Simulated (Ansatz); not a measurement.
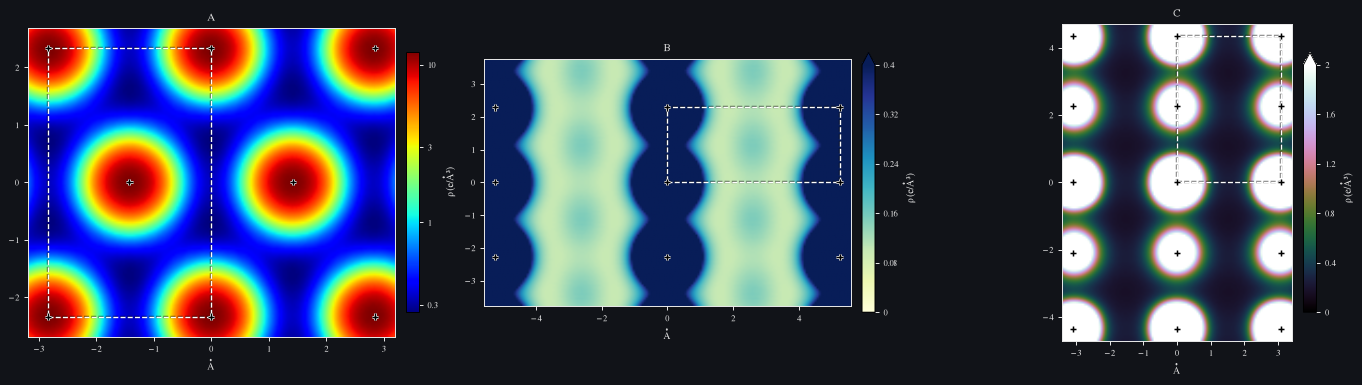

The valence charge density (pseudo) of 3 systems, each on a plane through atoms (crosses mark nuclei in the plane).

These are results of DFT PBEsol, scalar-relativistic, plane waves, PAW (Ansatz), not measurements.

System 1: Ag, the (010) plane of the conventional cell. Space group R-3m; a structure from a database of computed crystals, not necessarily the ambient phase; computed pressure about 19 GPa in this cell; computed without spin polarisation.

```
CELL_PARAMETERS angstrom
3.71176 0.00000 -3.71176
-3.71176 3.71176 0.00000
1.31768 1.31768 1.31768
ATOMIC_POSITIONS crystal
Ag 0.00000 0.00000 0.00000
Ag 0.66667 0.33333 0.33333
Ag 0.33333 0.66667 0.66667
```

System 2: Pt, the (011̄) plane of the conventional cell. Space group I4/mmm.

System 3: TaN, the (100) plane of the conventional cell. Space group I4mm; changed on purpose from its base cell (all Ta atoms moved +0.087 Å, as atom 1 along Cartesian [0 0 1]); not relaxed (largest force 0.8 eV/Å); computed pressure about 6 GPa in this cell.

```yaml
crystal:
  lattice:
    - [2.17900, 2.17900, 0.00000]
    - [2.17900, -2.17900, 0.00000]
    - [0.00000, 0.00000, -4.35800]
  atoms:
    - { symbol: Ta, position: [0.50000, 0.50000, 0.97992] }
    - { symbol: Ta, position: [0.00000, 0.00000, 0.47992] }
    - { symbol: N, position: [0.50000, 0.50000, 0.50000] }
    - { symbol: N, position: [0.00000, 0.00000, 0.00000] }
```

### Match each panel to its system.

Panel A is system 2, Pt: the plane holds Pt. Pt–Pt (2.74 Å): ρ at the midpoint is about 0.4 e/Å³. Panel B is system 1, Ag: the plane holds Ag. Ag–Ag (2.28 Å): ρ is about 0.68 e/Å³ halfway. Panel C is system 3, TaN: the plane holds Ta and N. Ta–N (2.09 Å): the density is about 0.71 e/Å³ at the midpoint.
